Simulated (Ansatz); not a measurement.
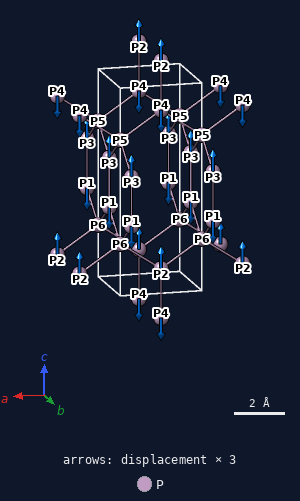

A relaxation of crystalline P (a generated structure, set up in P4_2/mmc) (coarse preliminary run). The starting structure is drawn; blue arrows show the displacements (the part carried along by the change of the cell is left out), 3 times their true length.

The picture is a ball-and-stick view of the cell of the calculation, seen from a free direction.

Method: Ansatz 0.2.0, DFT PBE, scalar-relativistic, plane waves, PAW.

Input
```yaml
crystal:
  lattice:
    - [3.42179126, 0.0, 0.0]
    - [0.0, 3.42179126, 0.0]
    - [0.0, 0.0, 8.65790189]
  atoms:
    - { symbol: P, position: [0.0, 0.5, 0.38135694] }
    - { symbol: P, position: [0.5, 0.0, 0.11864306] }
    - { symbol: P, position: [0.0, 0.5, 0.61864306] }
    - { symbol: P, position: [0.5, 0.0, 0.88135694] }
    - { symbol: P, position: [0.0, 0.0, 0.75] }
    - { symbol: P, position: [0.0, 0.0, 0.25] }
basis:
  ecutwfc: 420
kpoints:
  mp_grid: { grid: [6, 6, 2] }
hamiltonian:
  xc: pbe
scf:
  occupations: { method: gaussian, width: 0.1 }
  lower_state_search: "off"
output:
  forces: true
  stress: true
  eigenvalues: true
relax:
  adjacent_minimum: "off"
  f_tol: 0.04
  max_steps: 70
  cell: { stress_tol: 0.4 }
```

Launched with:
```bash
ansatz run input.yaml --threads 1 --pin off --max-ram 2560MiB --backend cpu --events-out ev --progress --plain --runs-dir out
```

What happened in the run?

The largest moves relative to the cell, 0.33 Å, are those of P1, P2, P3 and P4. P1 goes along −c. The drawn cell changes as follows: a = b 3.422 → 3.207 Å (−6.3 %), c 8.658 → 13.830 Å (+59.7 %); the volume changes by +40.3 %. Some distances before and after: P1–P3 2.054 → 3.937 Å, P1–P6 2.054 → 2.188 Å. Bonds break: P1–P3 (2.05 → 3.94 Å), P2–P4 (2.05 → 3.94 Å). Bond angles that change, for instance: P6–P2–P6 112.8° → 94.2°, P1–P6–P2 107.8° → 117.6°. The space group stays P4_2/mmc (No. 131). The energy falls by 719 meV per atom in 18 accepted moves (20 points after the start). Largest force component: 0.82 eV/Å at the start, 0.021 eV/Å at the end. Pressure: 25.06 GPa at the start and 0.09 GPa at the end. At 2 points the geometry stayed and the basis and grid were re-selected for the new cell (energy shift of 57.3 meV per atom at most each time).
